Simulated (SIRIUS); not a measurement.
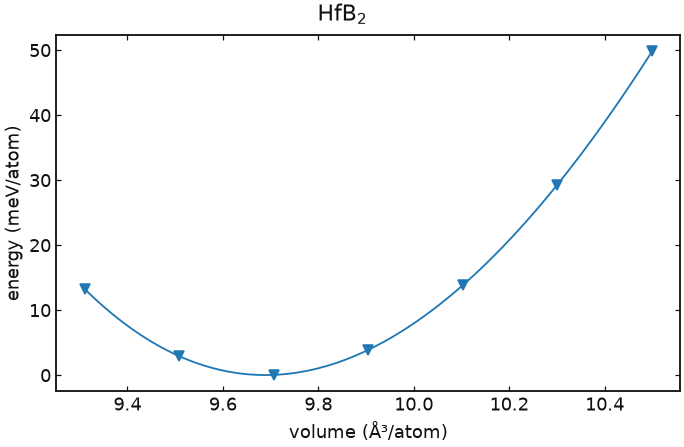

The picture above shows the energy against volume for HfB₂, space group P6/mmm (No. 191).

The given structure:
```xyz
3
Lattice="3.1400 0.0000 0.0000 -1.5700 2.7193 0.0000 0.0000 0.0000 3.4800" Properties=species:S:1:pos:R:3 pbc="T T T"
Hf    0.0000    0.0000    0.0000
B     1.5700    0.9064    1.7400
B     0.0000    1.8129    1.7400
```

Method: plane-wave DFT, no spin polarisation; energies at scaled volumes of the given cell, shape and fractions fixed, counted from the fit's minimum, third-order Birch-Murnaghan fit (SIRIUS 7.10.0). Level: LDA.

- k mesh: 5×5×4
- occupations: Fermi–Dirac
- smearing width: 0.05 eV
- potentials: dojo sr pbe 0.4.1 standard
- wave cutoff: 1054 eV
- density cutoff: 4214 eV

From this curve and the settings, what does the calculation give for the pressure at the same points?

The pressure falls from 11.52 GPa at volume 9.31 Å³/atom to −18.48 GPa at 10.50 Å³/atom, and changes sign near 9.69 Å³/atom.

| volume (Å³/atom) | pressure (GPa) |
| --- | --- |
| 9.31 | 11.52 |
| 9.51 | 5.20 |
| 9.71 | −0.53 |
| 9.90 | −5.70 |
| 10.10 | −10.39 |
| 10.30 | −14.63 |
| 10.50 | −18.48 |

Note: coarse k mesh; shape and atomic fractions are frozen while scaling, which makes layered, chain and framework solids too stiff.
